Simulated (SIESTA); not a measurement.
**A series of single points on Mg₃Sb₂**

System: Mg₃Sb₂ (P-3m1, 5 atoms in the cell).
Method: Kohn-Sham DFT of a periodic cell, LDA, PseudoDojo 0.4 standard, converted to PSML, no spin polarisation (SIESTA 5.4.2).

The 7 runs differ only in the geometry, by an even scaling of the cell at fixed fractional positions. The structure derives from an entry of the Crystallography Open Database.

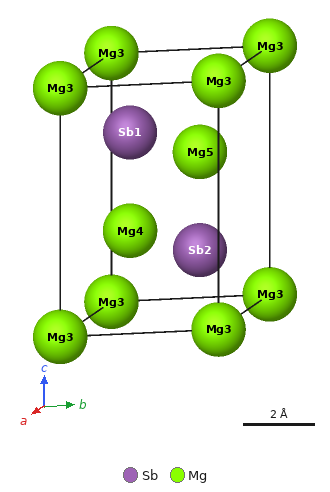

Figure 1. The structure of run 4 (spheres-only view of the cell of the calculation, seen slightly off an axis; atoms are numbered from 1 in the order of the input). An atom can appear more than once, as a periodic image.

### Input of run 4
```
SystemName                      Mg3Sb2
SystemLabel                     Mg3Sb2
NumberOfSpecies                 2
NumberOfAtoms                   5
%block ChemicalSpeciesLabel
  1  51 Sb
  2  12 Mg
%endblock ChemicalSpeciesLabel

LatticeConstant                 1.0 Ang
%block LatticeVectors
     4.5820000000     0.0000000000     0.0000000000
    -2.2910000000     3.9681284001     0.0000000000
     0.0000000000     0.0000000000     7.2440000000
%endblock LatticeVectors
AtomicCoordinatesFormat         Fractional
%block AtomicCoordinatesAndAtomicSpecies
     0.6666666667     0.3333333333     0.7650000000  1  Sb
     0.3333333333     0.6666666667     0.2350000000  1  Sb
     0.0000000000     0.0000000000     0.0000000000  2  Mg
     0.6666666667     0.3333333333     0.3700000000  2  Mg
     0.3333333333     0.6666666667     0.6300000000  2  Mg
%endblock AtomicCoordinatesAndAtomicSpecies

%block kgrid.MonkhorstPack
    5   0   0  0.0
    0   5   0  0.0
    0   0   3  0.0
%endblock kgrid.MonkhorstPack
XC.Functional                   LDA
XC.Authors                      PW92
PAO.BasisSize                   DZP
PAO.EnergyShift                 0.003 Ry
Mesh.Cutoff                     800 Ry
OccupationFunction              FD
ElectronicTemperature           0.05 eV
MaxSCFIterations                120
SCF.MustConverge                false
SCF.Mixer.Method                Pulay
SCF.Mixer.Weight                0.25
SCF.Mixer.History               8
SCF.DM.Tolerance                5.0e-05
SCF.H.Tolerance                 1.0e-03 eV
WriteForces                     true
Charge.Mulliken                 end
%block PAO.Basis
  Sb 4
  n=5 0 2
    5.972 0.000
  n=5 1 2
    7.827 0.000
  n=4 2 2
    3.490 0.000
  n=5 2 1
    7.827
  Mg 4
  n=2 0 2
    2.614 0.000
  n=3 0 2
    8.196 0.000
  n=2 1 2
    2.949 0.000
  n=3 1 1
    8.196
%endblock PAO.Basis
```

Command:
```bash
siesta Mg3Sb2.fdf > Mg3Sb2.out 2>&1
```

Run 5 differs from it as follows:
```diff
-     4.5820000000     0.0000000000     0.0000000000
-    -2.2910000000     3.9681284001     0.0000000000
-     0.0000000000     0.0000000000     7.2440000000
+     4.6123452552     0.0000000000     0.0000000000
+    -2.3061726276     3.9944081620     0.0000000000
+     0.0000000000     0.0000000000     7.2919749081
```

### Results, with one run withheld

```csv
run,volume per atom (Å³),"free energy per atom, from the lowest run given (meV)",pressure (GPa)
1,24.762,9.65,2.59
2,25.288,3.04,1.44
3,25.815,0.00,0.42
4,26.342,0.16,−0.50
5,26.869,?,?
6,27.396,8.92,−2.10
7,27.923,17.00,−2.79
```

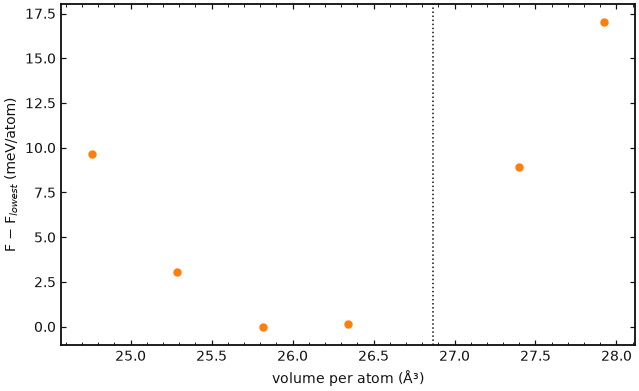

Figure 2. Free energy per atom of the runs given; the dotted line marks run 5.

Fit the runs given and predict run 5.

A cubic polynomial in V^(−2/3) (the Birch–Murnaghan form), fitted to the 6 runs given, misses them by at most 0.01 meV per atom. With x = V^(−2/3) − 0.11332 Å⁻², it reads F = −0.15967 − 627.99 x + 6.5205e+05 x² + 32802 x³ (meV per atom). At run 5 it gives 3.23 meV per atom, and the run itself gives 3.22. The slope of the fit gives a pressure −dF/dV of −1.35 GPa there, and the run prints −1.34 GPa. The fit has its minimum at 26.048 Å³ per atom, where V d²F/dV² gives 46.2 GPa. Cell shape and fractional positions are held, so this is the stiffness under even scaling; the relaxed bulk modulus wasn't computed.

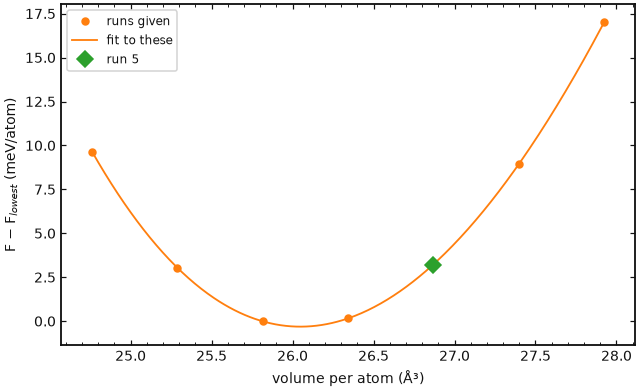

Figure 3. The fit and the withheld run.

### Some lines of the output (run 5)
```
[...]
outcell: Cell volume (Ang**3)        :    134.3444
stepf: Fermi-Dirac step function
siesta: Etot    =     -9776.386299
siesta: FreeEng =     -9776.386318
        iscf     Eharris(eV)        E_KS(eV)     FreeEng(eV)     dDmax    Ef(eV) dHmax(eV)
siesta: E_KS(eV) =            -9777.1933
siesta: E_KS - E_eggbox =     -9777.1933
siesta: Etot    =     -9777.193270
siesta: FreeEng =     -9777.198025
siesta:         Fermi =      -4.279035
siesta: Cell volume =        134.344353 Ang**3
    Orbital volume contribution        =           5.329608 eV
```

Notes: Points of doubt noted for this run: mulliken charges of long orbitals. With a small basis of atomic orbitals these values can differ much from converged plane-wave results.
